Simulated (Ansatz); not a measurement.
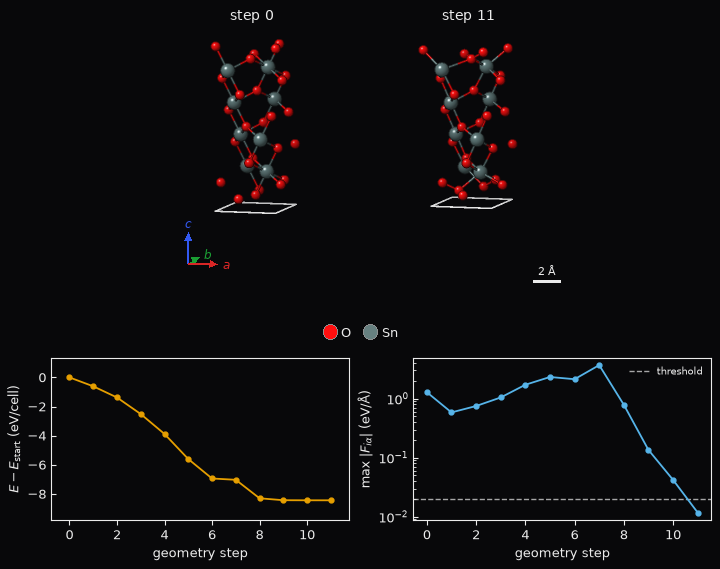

First and last geometry of a relaxation of a slab of composition Sn₂O₅ (cut from the P4_2/mnm phase), with the history of the run. Style: ball-and-stick. Shown: the cell of the calculation, outlined in the plane, without the vacuum (origin shifted), slightly off an axis.

Case: (1 0 1) slab, atoms relaxed. The slab is the (1 0 1) face of SnO2.

All numbers below come from DFT PBEsol, scalar-relativistic, plane waves, PAW (Ansatz). Set-up: plane-wave cutoff 420 eV; k-point mesh 6 × 5 × 1; occupations gaussian; smearing width 0.05 eV; no spin polarisation; dipole correction; atoms relaxed in a fixed cell; force threshold 0.02 eV/Å; at most 60 steps.

> Read the history and describe the run.

It converged. The largest moves relative to the layer's centre, 1.10 Å, are those of O atoms. Largest moves by element: O 1.10 Å, Sn 0.18 Å. The lattice vectors keep their values. Some distances before and after: O–O 2.925 → 1.434 Å, O–Sn 2.066 → 2.417 Å, O–Sn 2.070 → 2.169 Å, O–Sn 2.070 → 2.127 Å. Among the angles between lasting bonds that change: O–Sn–O 180.0° → 156.5°, O–Sn–O 78.3° → 99.4°, O–Sn–O 90.0° → 109.3°. After 11 geometry steps the energy has fallen by 8.437 eV per cell of the calculation. Largest force component: 1.3 eV/Å at the start, 0.012 eV/Å at the end. The run took 15 min on 4 threads of Intel(R) Xeon(R) Platinum 8259CL CPU @ 2.50GHz (Skylake/Cascade Lake), on a shared host, peak memory 2.6 GiB.

```
step  E − E(0), meV/atom  largest force component, eV/Å
   0                0.00                         1.2854
   1              -21.77                         0.5842
   2              -49.20                         0.7497
   3              -89.82                         1.0465
   4             -138.64                         1.7169
   5             -200.14                         2.3264
   6             -247.83                         2.1335
   7             -251.03                         3.6945
   8             -296.35                         0.7869
   9             -301.08                         0.1353
  10             -301.28                         0.0421
  11             -301.32                         0.0118
```
